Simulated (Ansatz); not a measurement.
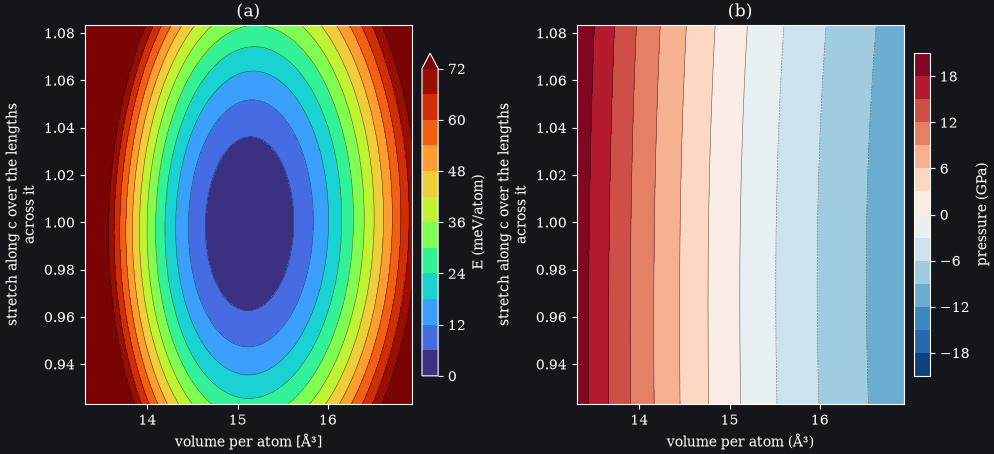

TiAl2 (Cmmm, No. 65; 6 atoms in the cell). The energy is mapped over volume and the cell's shape. First axis: volume per atom. Second axis: stretch along c over the lengths across it, relative to the relaxed cell. Nothing is relaxed (fractional coordinates fixed). The scan uses a 7 × 7 grid. Points are written as (first, second). Energies are in meV/atom, from the lowest grid point. The calculation used Ansatz, DFT LDA, scalar-relativistic, plane waves, PAW. Settings: cutoff 520 eV, k-mesh 12×12×12, gaussian smearing 0.15 eV, no spin polarisation.

Panel (a) is the energy and panel (b) the computed pressure on the same grid.

In the figure: filled contours, one colour for all values above the top of the scale. Between grid points the surface is interpolated.

How does the pressure vary over the map, and what is it at the lowest grid point?

Answer. It runs from −11.0 GPa at (16.93 Å³, 0.974) to 20.8 GPa at (13.30 Å³, 1.083). At the lowest grid point, (15.12 Å³, 1.000), it is 0.0 GPa. The pressure is minus the slope of the energy with volume, so it vanishes at the true minimum, which need not be a grid point.

| second ↓, first → | 13.30 | 13.91 | 14.52 | 15.12 | 15.72 | 16.33 | 16.93 |
| --- | --- | --- | --- | --- | --- | --- | --- |
| 1.083 | 20.8 | 12.7 | 6.1 | 0.6 | −3.8 | −7.5 | −10.4 |
| 1.055 | 20.5 | 12.4 | 5.7 | 0.3 | −4.1 | −7.7 | −10.7 |
| 1.027 | 20.2 | 12.1 | 5.5 | 0.1 | −4.3 | −7.9 | −10.9 |
| 1.000 | 20.0 | 12.0 | 5.4 | 0.0 | −4.4 | −8.0 | −10.9 |
| 0.974 | 19.9 | 11.9 | 5.3 | 0.0 | −4.4 | −8.0 | −11.0 |
| 0.948 | 19.9 | 11.9 | 5.3 | 0.0 | −4.4 | −8.0 | −10.9 |
| 0.923 | 19.9 | 11.9 | 5.4 | 0.0 | −4.3 | −7.9 | −10.8 |

PAW datasets: the set soft_1.
